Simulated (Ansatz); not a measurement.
**LiF: density, localisation and related maps**

The calculation's input:

```
crystal:
  lattice:
    - [-2.9712422, 2.9712422, 3.8968642]
    - [2.9712422, -2.9712422, 3.8968642]
    - [2.9712422, 2.9712422, -3.8968642]
  atoms:
    - { symbol: Li, position: [0.173832, 0.446219, 0.0] }
    - { symbol: Li, position: [0.553781, 0.553781, 0.727613] }
    - { symbol: Li, position: [0.0, 0.0, 0.0] }
    - { symbol: Li, position: [0.826168, 0.826168, 0.272387] }
    - { symbol: Li, position: [0.446219, 0.173832, 0.0] }
    - { symbol: F, position: [0.331177, 0.331177, 0.301962] }
    - { symbol: F, position: [0.970785, 0.668823, 0.0] }
    - { symbol: F, position: [0.668823, 0.970785, 0.0] }
    - { symbol: F, position: [0.029215, 0.029215, 0.698038] }
    - { symbol: F, position: [0.5, 0.5, 0.0] }
basis:
  ecutwfc: 420
kpoints:
  mp_grid: { grid: [6, 6, 6] }
hamiltonian:
  xc: pbe
scf:
  occupations: { method: gaussian, width: 0.02 }
output:
  forces: true
  stress: true
  eigenvalues: true
  write_density: true
  write_potential: true
  elf: true
  volumetric_format: npy
relax:
  adjacent_minimum: "off"
  f_tol: 0.01
  max_steps: 80
  cell: { stress_tol: 0.05 }
```

Run with:

```sh
ansatz run input.yaml --threads 4 --pin off --max-ram 8192MiB --backend cpu --events-out ev --progress --plain --runs-dir out
```

Below, planes, directions and counts refer to the conventional cell (a = 5.94 Å, b = 5.94 Å, c = 7.79 Å, α = 90.00°, β = 90.00°, γ = 90.00°).

The fields are those of the relaxed geometry.

Space group I-42m; a structure generated by program, which may or may not match a known phase.

Method: Ansatz, DFT PBE, scalar-relativistic, plane waves, PAW.

The density is the valence pseudo-density of a PAW calculation; it isn't the true density close to the nuclei.

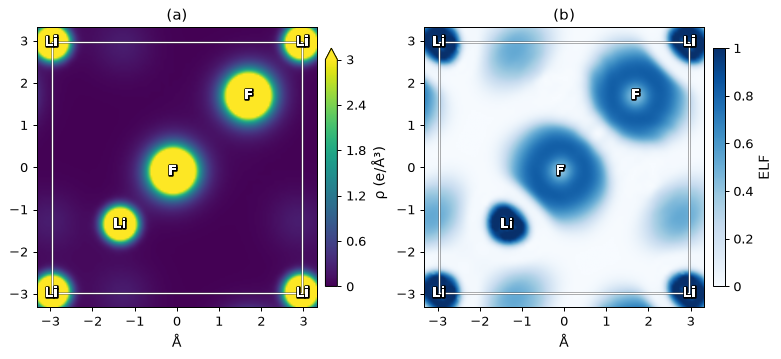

Figure 1. (a) valence electron density; (b) electron localisation function on the (001) plane of the conventional cell.

Interpret the plot.

The section cuts through Li and F sites.
Atoms just off the plane (Li, 0.9 Å away) can leave unmarked features too.
Li–F (1.79 Å): ρ is about 0.48 e/Å³ halfway; the ELF peaks at about 0.85 in the valence shell of F, 0.6 Å from its nucleus, and falls to about 0.05 next to Li: an ionic contact with no shared pair.
Between the atoms the lowest density in this plane is 0.004 e/Å³.
The features right at Li lie inside the PAW spheres, where the map follows smoothed inner orbitals and isn't to be read closely.

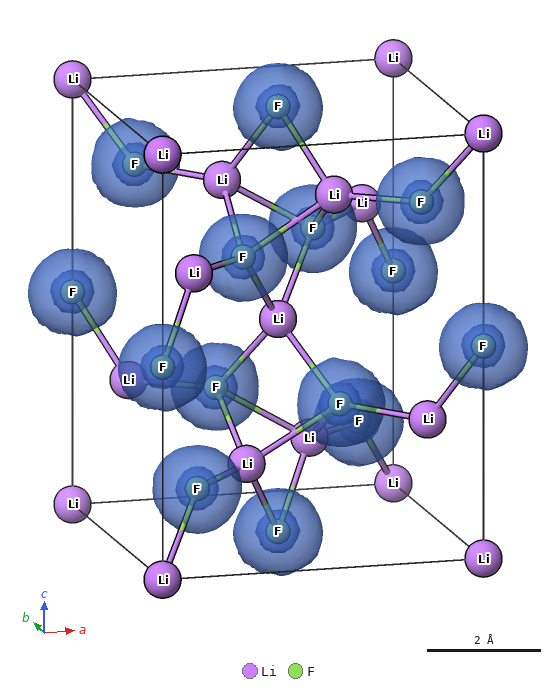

Figure 2. Isosurface of the ELF at 0.75 (blue), seen slightly off an axis. Only the valence region is drawn (cores and ρ < 0.01 e/Å³ removed). Sticks mark near contacts.

What do the ELF domains correspond to?

The ELF exceeds this value in ten regions wrapped around F (the valence shell of each), counted in one cell of 20 atoms. Regions shared between cells count once. Profiles from the grid: Li–F (1.87 Å): the ELF peaks at about 0.80 in the valence shell of F, 0.6 Å from its nucleus, and falls to about 0.05 next to Li; a closed-shell, largely ionic contact.

Does the calculation make it a metal, or give it a gap?

It is gapped, with a Kohn–Sham gap of 6.7 eV on the k-point mesh (the band edges may lie off the mesh, which would make the gap smaller).
